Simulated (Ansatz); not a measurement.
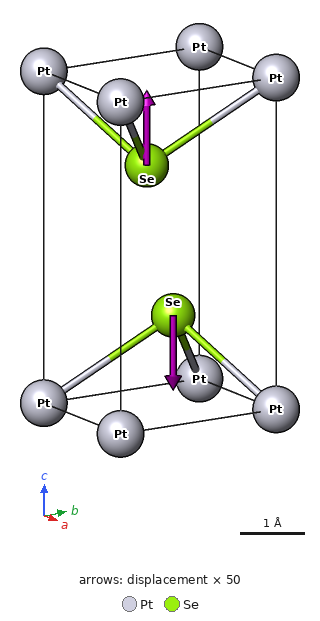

Solid PtSe2 (built on the 1T (CdI2) bulk type). The purple arrows show how the atoms are displaced (without the part that the change of the cell carries along), magnified 50 times. Besides, the cell is strained by +2.0 % along c and none across it (volume +2.0 %). A ball-and-stick model of the cell of the calculation, seen slightly off an axis.

All numbers below come from Ansatz, DFT, r2SCAN with spin-orbit coupling, plane waves, PAW. Settings: plane-wave cutoff 500 eV; k-point mesh 12 × 12 × 6; occupations fermi dirac; smearing width 0.02 eV; spin-orbit.

Describe the displacements and the computed response.

Answer. The Se atoms are displaced by 0.02 Å relative to the cell. No relaxation follows. The space group stays P-3m1 (No. 164). It lowers the energy by 3.8 meV per atom. The pressure goes from 1.4 to 0.9 GPa. The principal stresses (compression positive) are 1.1 GPa along c and 0.8 GPa across it. The largest forces, 0.019 eV/Å, act on 2 Se atoms of the calculation's cell.

Limits of the set-up: layers or molecules are held without a dispersion correction, so their spacing is unreliable.
